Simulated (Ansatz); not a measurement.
```yaml
crystal:
  lattice:
    - [6.37549, 1.84045, -7.47445]
    - [-1.59387, -6.44156, -7.47445]
    - [-4.78162, 4.60112, -7.47445]
  atoms:
    - { symbol: W, position: [0.30658, 0.92246, 0.76745] }
    - { symbol: W, position: [0.61716, 0.84377, 0.53827] }
    - { symbol: W, position: [0.23069, 0.69178, 0.07717] }
    - { symbol: W, position: [0.53821, 0.61471, 0.84460] }
    - { symbol: W, position: [0.14878, 0.47345, 0.38211] }
    - { symbol: W, position: [0.07458, 0.23369, 0.69059] }
    - { symbol: W, position: [0.93240, 0.75939, 0.31126] }
    - { symbol: W, position: [0.85003, 0.54377, 0.61749] }
    - { symbol: W, position: [0.45863, 0.38291, 0.15304] }
    - { symbol: W, position: [0.76794, 0.30672, 0.92115] }
    - { symbol: W, position: [0.38200, 0.15419, 0.45941] }
    - { symbol: W, position: [0.99865, 0.99716, 0.99942] }
    - { symbol: W, position: [0.69205, 0.07290, 0.22922] }
    - { symbol: S, position: [0.20388, 0.44598, 0.13756] }
    - { symbol: S, position: [0.82793, 0.29693, 0.66598] }
    - { symbol: S, position: [0.12852, 0.22336, 0.43919] }
    - { symbol: S, position: [0.74964, 0.05602, 0.97882] }
    - { symbol: S, position: [0.68236, 0.81679, 0.29104] }
    - { symbol: S, position: [0.51775, 0.36543, 0.90260] }
    - { symbol: S, position: [0.44106, 0.13218, 0.21109] }
    - { symbol: S, position: [0.05689, 0.98235, 0.74819] }
    - { symbol: S, position: [0.36633, 0.90325, 0.51789] }
    - { symbol: S, position: [0.98160, 0.74271, 0.06338] }
    - { symbol: S, position: [0.60452, 0.59438, 0.59215] }
    - { symbol: S, position: [0.28833, 0.67276, 0.82664] }
    - { symbol: S, position: [0.04723, 0.66277, 0.51091] }
    - { symbol: S, position: [0.35321, 0.58115, 0.27557] }
    - { symbol: S, position: [0.96677, 0.42816, 0.81681] }
    - { symbol: S, position: [0.27376, 0.35410, 0.57984] }
    - { symbol: S, position: [0.88821, 0.19546, 0.12004] }
    - { symbol: S, position: [0.81595, 0.96456, 0.42640] }
    - { symbol: S, position: [0.65759, 0.50327, 0.04396] }
    - { symbol: S, position: [0.58164, 0.27193, 0.34978] }
    - { symbol: S, position: [0.19603, 0.12034, 0.88923] }
    - { symbol: S, position: [0.50431, 0.04463, 0.65703] }
    - { symbol: S, position: [0.11995, 0.89081, 0.19866] }
    - { symbol: S, position: [0.73524, 0.73853, 0.73919] }
    - { symbol: S, position: [0.42872, 0.81340, 0.96546] }
```

Spin-polarised.

Level of theory: DFT PBE, scalar-relativistic, plane waves, PAW (Ansatz 0.2.0).

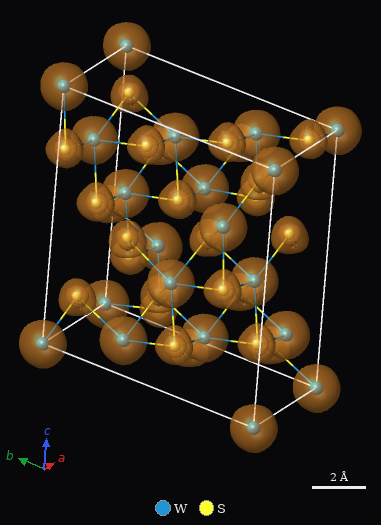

W13S25 (cell charge −1, with a compensating background) (cell with a defect). Isosurface of the valence electron density at 1 e/Å³ (orange), seen at an oblique angle. Sticks mark near contacts.

Core electrons are frozen (PAW), and the valence fields are smoothed inside the atomic spheres.

Q: How is the density connected at this value?

A: At this value the density breaks into separate islands; it holds about 45 % of the electrons treated as valence (semicore included). It bridges none of the near contacts. It is pinched off along the sampled W–S (2.39 Å), W–W (2.97 Å) and W–S (2.43 Å) contacts. On the grid the lowest density along these lines, outside the cores, is 0.65 e/Å³ (W–S, 2.39 Å), 0.34 e/Å³ (W–W, 2.97 Å) and 0.6 e/Å³ (W–S, 2.43 Å).
